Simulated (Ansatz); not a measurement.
# Run report: GaN, single-point calculation

- system: GaN (P6₃mc, 4 atoms in the cell)
- method: DFT r2SCAN, scalar-relativistic, plane waves, PAW, no spin polarisation (Ansatz 0.2.0)

The structure derives from an entry of the Crystallography Open Database. Figures and captions count atoms from 1; the log counts them from 0 in places.

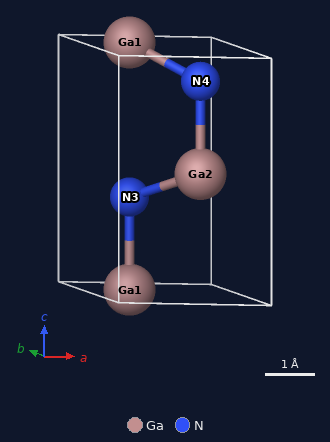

The structure (ball-and-stick view of the cell of the calculation, seen slightly off an axis; atoms are numbered from 1 in the order of the input). An atom can appear more than once, as a periodic image.

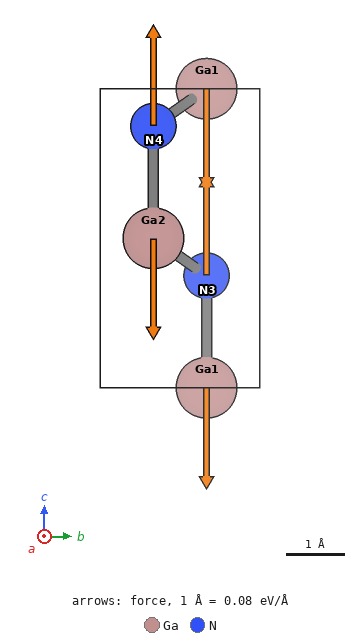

Forces on the atoms as orange arrows (ball-and-stick view of the cell of the calculation, along the a axis; atoms are numbered from 1 in the order of the input). The largest act on N3, N4 (0.14 eV/Å); Ga1, Ga2 (0.14 eV/Å). The geometry is not a stationary point of this energy.

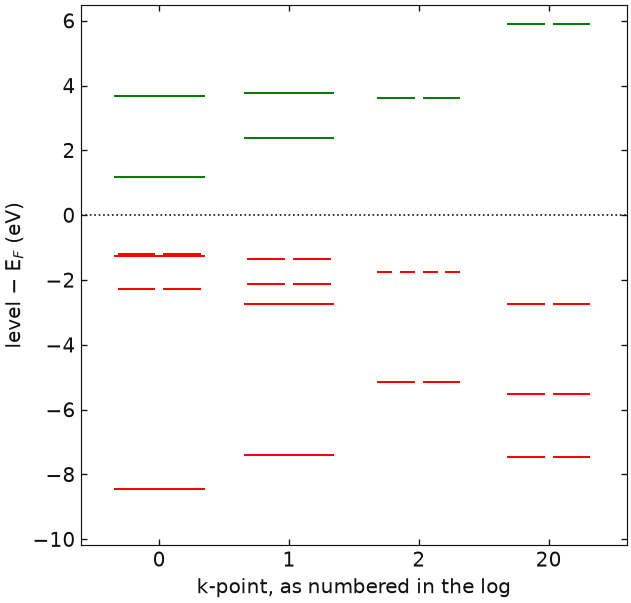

Kohn–Sham levels near the Fermi level (dotted) at the few k-points that the log prints; levels within 0.02 eV of each other stand side by side. Among these points the highest filled and lowest empty levels are 2.38 eV apart, which is the gap on the mesh.

These pictures come from the run below.

Input
```yaml
crystal:
  lattice:
    - [3.1799996605, 0.0, 0.0]
    - [-1.5899998303, 2.75396049, 0.0]
    - [0.0, 0.0, 5.166]
  atoms:
    - { symbol: Ga, position: [0.3333333333, 0.6666666667, 0.0] }
    - { symbol: Ga, position: [0.6666666667, 0.3333333333, 0.5] }
    - { symbol: "N", position: [0.3333333333, 0.6666666667, 0.375] }
    - { symbol: "N", position: [0.6666666667, 0.3333333333, 0.875] }
basis:
  ecutwfc: 500
kpoints:
  mp_grid: { grid: [6, 6, 4] }
hamiltonian:
  xc: r2scan
scf:
  occupations: { method: gaussian, width: 0.1 }
output:
  forces: true
  stress: true
  eigenvalues: true
```

Command:
```bash
ansatz run input.yaml --threads 1 --pin off --max-ram 2560MiB --backend cpu --events-out ev --progress --plain --runs-dir out
```

Log
```
Engine: ansatz 0.2.0, x86_64-unknown-linux-gnu
Pseudopotentials: kind: paw
Pseudopotential: Ga, paw, valence charge 13, recommended cutoff 500 eV (meta_gga), Ga.paw.azcp
Pseudopotential: N, paw, valence charge 5, recommended cutoff 500 eV (meta_gga), N.paw.azcp
Functional definition: r2SCAN
  parameter k0 = 0.174
  parameter k1 = 0.065
  parameter a1 = 4.9479
  exchange = r2scan_x(k0 = k0, k1 = k1, a1 = a1)
  correlation = r2scan_c
Crystal: 4 atoms, lattice volume = 45.242 Å³
Basis set: ecut = 500 eV, 1129 PW (Γ), exchange–correlation on 96×96×160 points (64 copies of the dense FFT grid, shifted against one another)
Bands: 22, of which v1, the nominal top of the filled ones, is band 18 counted from 1 (17 counted from 0)
Symmetry: 12 space group operations
Space group: P63mc (ITA 186), of the structure as read, at distance tolerance 3.6e-5 Å
k-points: 21 of 144 (time reversal used)
Non-local potential: Ga, projectors of the file, l = 0: 2, l = 1: 2, l = 2: 3, l = 3: 1
Non-local potential: N, projectors of the file, l = 0: 2, l = 1: 2, l = 2: 1
PAW form: soft (Blöchl's): semilocal exchange-correlation on the pseudo side does not see the compensation charge
PAW frozen core: Ga, regenerated for the run's functional (the file was generated under x = pbe(κ = 0.804, μ = 0.2195149727645171), c = pbe(β = 0.06672455060314922))
PAW frozen core: N, regenerated for the run's functional (the file was generated under x = pbe(κ = 0.804, μ = 0.2195149727645171), c = pbe(β = 0.06672455060314922))
PAW one-centre angular grid: Ga, 590 points (default); XC on 160 Gauss nodes
PAW one-centre angular grid: N, 302 points (default); XC on 160 Gauss nodes
Initial density: superposition of atomic densities (neutral atoms: chi_scale 0, normalization atom), corrected by the library's trained network
Initial wavefunctions: pseudopotential atomic-orbital guess
Functional: x = r2scan, c = r2scan; τ floored in thin density (d = 2e-4 eV/Å³)
SCF iter   1: F=—  HF=-8352.704012 eV  |F-HF|=—  |Δ(HF+E_count)|=         —  Δρ=1.26e-2  dr2=2.70e-2  dr2_τ=1.96e-1  ethr=1.77e-3  ⟨swp⟩=4.8  Hψ=1817  notcnv=0
preconditioner: auto → Resta (q_TF=auto, 2.626 Å⁻¹)  ε∞=4.5  [insulator: Δε(μ)=2.343 eV  Ē_g=17.684 eV  σ=0.100 eV  W_gap=1.00  n_scr=22 (ndim 8)  ℏωp=33.1 eV  f_vac=0.008  D(μ)=0.00/eV (n_scr^D=0)  ε∞_Penn≈4.5]
SCF iter   2: F=—  HF=-8352.768606 eV  |F-HF|=—  |Δ(HF+E_count)|=   6.46e-2  Δρ=5.90e-3  dr2=9.59e-3  dr2_τ=3.08e-4  ethr=7.49e-5  ⟨swp⟩=2.0  Hψ=1092  notcnv=0
SCF iter   3: F=—  HF=-8352.768074 eV  |F-HF|=—  |Δ(HF+E_count)|=   5.33e-4  Δρ=3.71e-3  dr2=2.67e-3  dr2_τ=8.98e-5  ethr=2.66e-5  ⟨swp⟩=2.3  Hψ=814  notcnv=0
SCF iter   4: F=—  HF=-8352.768087 eV  |F-HF|=—  |Δ(HF+E_count)|=   1.34e-5  Δρ=3.04e-4  dr2=2.22e-5  dr2_τ=8.31e-6  ethr=7.42e-6  ⟨swp⟩=2.0  Hψ=828  notcnv=0
SCF iter   5: F=—  HF=-8352.768113 eV  |F-HF|=—  |Δ(HF+E_count)|=   2.61e-5  Δρ=1.29e-4  dr2=3.99e-6  dr2_τ=4.19e-7  ethr=6.17e-8  ⟨swp⟩=2.2  Hψ=816  notcnv=0
SCF iter   6: F=—  HF=-8352.768118 eV  |F-HF|=—  |Δ(HF+E_count)|=   4.40e-6  Δρ=3.20e-5  dr2=4.93e-7  dr2_τ=2.20e-8  ethr=1.11e-8  ⟨swp⟩=2.6  Hψ=840  notcnv=0
SCF iter   7: F=—  HF=-8352.768118 eV  |F-HF|=—  |Δ(HF+E_count)|=   8.79e-9  Δρ=1.64e-5  dr2=1.20e-7  dr2_τ=7.16e-9  ethr=2.78e-10  ⟨swp⟩=6.0  Hψ=2157  notcnv=0
SCF iter   8: F=-8352.768118 eV  HF=-8352.768118 eV  |F-HF|=1.15e-8  |Δ(HF+E_count)|=   1.98e-8  Δρ=6.76e-6  dr2=2.05e-8  dr2_τ=3.14e-10  ethr=2.78e-10  ⟨swp⟩=4.0  Hψ=1417  notcnv=0
SCF 1 converged in 8 iterations: F = -8352.768118 eV  dr2 = 2.05e-8
  greatest PAW one-centre occupation: 0.995 electrons in one spin orbital (limit 2), on the Ga atom at site 1 (counted from 0), in its partial waves of l = 2
SCF converged after 8 iterations
Free energy (F): -8352.768118 eV
Harris-Foulkes:  -8352.768118 eV  (|F-HF|=1.15e-8)
Internal energy: -8352.768118 eV  (E = F + TS)
E sigma→0 (E₀):  -8352.768118 eV
Fermi energy:    10.769742 eV
--- Per-component energies (eV) ---
  E_band       = -27.003505
  E_kinetic    = 494.853491
  E_local      = -3895.721354  (includes V_loc(G=0)·N_el)
  E_nonlocal   = 953.015605
  E_hartree    = 1798.755330
  E_xc         = -243.720789
  E_vxc        = -287.501066  (∫ρ·V_xc dr)
  E_paw        = -4274.758133  (= ΣΔE_a)
  E_vpaw       = -904.851740  (= ΣTr[D̂ρ^β])
  E_aug_tail   = -0.000041  (compensation charges beyond the density's cutoff)
  E_vtau       = 15.688610  (kinetic-family band-sum trace: ∫τ·v_τ [+ j·A + Jᵃ·Aᵃ] dr)
  E_ewald      = -3183.826958
  E_core_change = -1.365269  (= ΣΔE_core)
  E_smearing   = -0.000000  (= −TS)
  E_closure    = 0.000000  (closes the sum)
  Σ components = -8352.768118   (vs F -8352.768118, Δ=0.00e0)
--- Forces (eV/Å), atoms counted from 1 ---
  atom   1  Ga     0.00000000     0.00000000    -0.14169066
  atom   2  Ga    -0.00000000    -0.00000000    -0.14169066
  atom   3  N      0.00000000     0.00000000     0.14170296
  atom   4  N     -0.00000000    -0.00000000     0.14170296
  max |Σ_I F_I| component: 2.46e-5 eV/Å
--- Stress (GPa, compression-positive) ---
        0.397106       0.000000      -0.000000
        0.000000       0.397106      -0.000000
       -0.000000      -0.000000       2.380511
  P = ⅓ Tr σ = 1.0582 GPa (10.582 kbar)
--- Band table (eV; the first three rows and the last of 21) ---
  k-point 0: bands = ["-7.2872", "-6.2857", "-4.3310", "-4.3089", "-4.3089", "-4.2389", "-4.2389", "-4.0278", "-4.0278", "-3.9272", "-3.9272", "-2.7794", "2.3151", "8.4841", "8.4841", "9.5188", "9.5771", "9.5771", "11.9594", "14.4339", "19.5849", "20.1808"]
  k-point 1: bands = ["-7.1084", "-6.3821", "-4.3038", "-4.3038", "-4.2722", "-4.2540", "-4.2540", "-4.0084", "-4.0084", "-3.9376", "-3.9376", "-3.3020", "3.3845", "8.0172", "8.6374", "8.6374", "9.4104", "9.4104", "13.1587", "14.5353", "19.1684", "19.9302"]
  k-point 2: bands = ["-6.7025", "-6.7025", "-4.2838", "-4.2838", "-4.2838", "-4.2838", "-3.9835", "-3.9835", "-3.9687", "-3.9687", "-3.9687", "-3.9687", "5.6213", "5.6213", "9.0171", "9.0171", "9.0171", "9.0171", "14.3778", "14.3778", "18.8245", "18.8245"]
  k-point 20: bands = ["-6.1021", "-6.1021", "-4.1765", "-4.1765", "-4.1581", "-4.1581", "-4.0076", "-4.0076", "-3.9880", "-3.9880", "-2.3819", "-2.3819", "3.2964", "3.2964", "5.2609", "5.2609", "8.0250", "8.0250", "16.6663", "16.6663", "17.4514", "17.4514"]
```

Key numbers

```csv
quantity,value
outcome,converged
space group (tolerance 0.01 Å),P6₃mc (186)
electrons treated,36
free energy,−8352.7681 eV
Fermi energy,10.770 eV
gap on the k-point mesh,2.38 eV
pressure,1.06 GPa
largest force (length of the vector),0.142 eV/Å
hardware,"1 thread of Intel Xeon (Granite Rapids), 192 GiB of memory available, shared host"
wall time,2.8 s
peak memory,0.44 GiB
```
